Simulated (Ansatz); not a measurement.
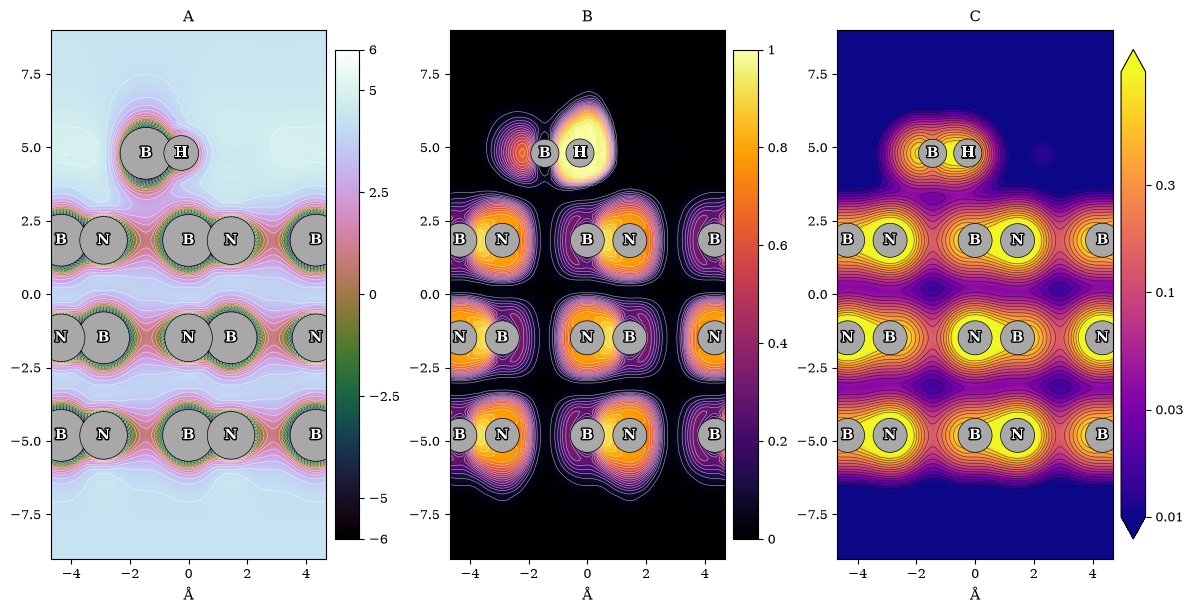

B13H3N12 (slab): 3 fields on the (110) plane of the calculation cell, a cut from vacuum to vacuum, with unlabelled colour scales. Grey discs cover the atomic cores.

Theory: DFT PBE+D3(BJ), scalar-relativistic, plane waves, PAW in Ansatz 0.2.0.

> The panels show electron localisation function, electrostatic potential energy of an electron and valence pseudo-density in some order. Assign them.

Panel A: electrostatic potential energy of an electron (low next to the atoms, rising into the space between them). Panel B: electron localisation function. Panel C: valence pseudo-density.
